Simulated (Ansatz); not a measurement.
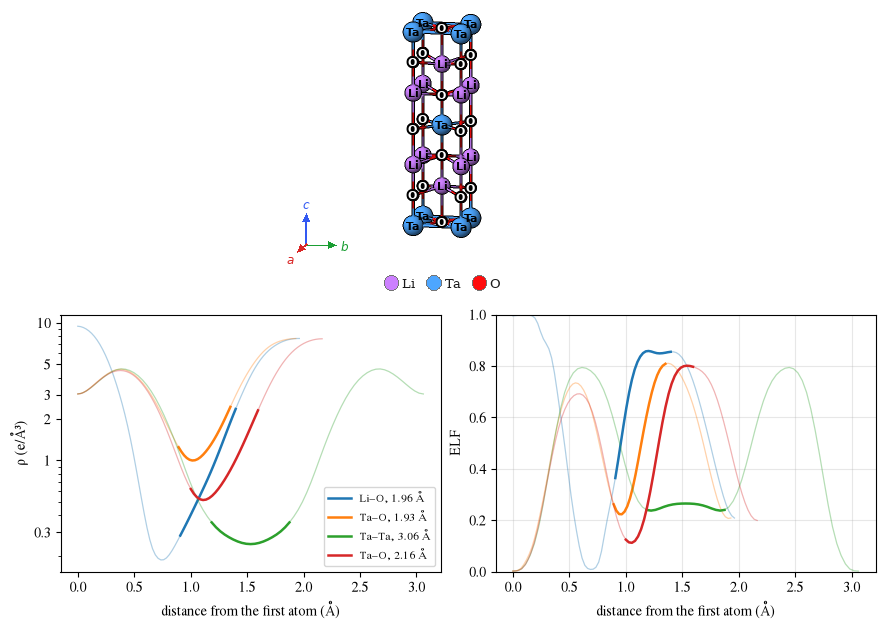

Figure 1: Li2TaO3. Valence pseudo-density and electron localisation function along straight lines between neighbouring atoms. Thin, pale parts lie inside the atomic spheres. The structure is drawn too.

Space group I4/mmm; a structure generated by program, which may or may not match a known phase; computed without spin polarisation.

Level of theory: DFT PBE, scalar-relativistic, plane waves, PAW (Ansatz).

In a PAW calculation such maps are meaningful between the atoms, not at the nuclei.

Input file:

```
crystal:
  lattice:
    - [0.0, 2.1872132814, 6.1838314864]
    - [2.1504010343, 0.0, 6.1838314864]
    - [2.1504010343, 2.1872132814, 0.0]
  atoms:
    - { symbol: Li, position: [0.3150096325, 0.3150096325, 0.6849903675] }
    - { symbol: Li, position: [0.6849903675, 0.6849903675, 0.3150096325] }
    - { symbol: Ta, position: [0.0, 0.0, 0.0] }
    - { symbol: O, position: [0.5, 0.5, 0.5] }
    - { symbol: O, position: [0.8439688608, 0.8439688608, 0.1560311392] }
    - { symbol: O, position: [0.1560311392, 0.1560311392, 0.8439688608] }
basis:
  ecutwfc: 420
kpoints:
  mp_grid: { grid: [12, 12, 12] }
hamiltonian:
  xc: pbe
scf:
  occupations: { method: gaussian, width: 0.1 }
output:
  forces: true
  stress: true
  eigenvalues: true
  write_density: true
  write_potential: true
  elf: true
  volumetric_format: npy
relax:
  adjacent_minimum: "off"
  f_tol: 0.01
  max_steps: 80
  cell: { stress_tol: 0.05 }
```

Run with:

```sh
ansatz run input.yaml --threads 1 --pin off --max-ram 2560MiB --backend cpu --events-out ev --progress --plain --runs-dir out
```

Below, planes, directions and counts refer to the conventional cell (a = 3.06 Å, b = 3.06 Å, c = 12.36 Å, α = 90.00°, β = 90.00°, γ = 90.00°).

The fields are those of the run's last geometry, not of the input's.

### What can be read from the curves?

Li–O (1.96 Å): ρ is about 0.37 e/Å³ halfway; the ELF peaks at about 0.85 in the valence shell of O, 0.8 Å from its nucleus, and is about 0.55 at the midpoint.
Ta–O (1.93 Å): ρ is about 1 e/Å³ halfway; the ELF peaks at about 0.80 in the valence shell of O, 0.6 Å from its nucleus, and drops to about 0.20 between the two atoms; no shared electron pair shows on this line.
Ta–Ta (3.06 Å): ρ is about 0.25 e/Å³ halfway; the ELF is about 0.25 at the midpoint; no shared electron pair shows on this line.
Ta–O (2.16 Å): ρ is about 0.52 e/Å³ halfway; the ELF peaks at about 0.80 in the valence shell of O, 0.6 Å from its nucleus, and drops to about 0.10 between the two atoms: no shared electron pair shows on this line.
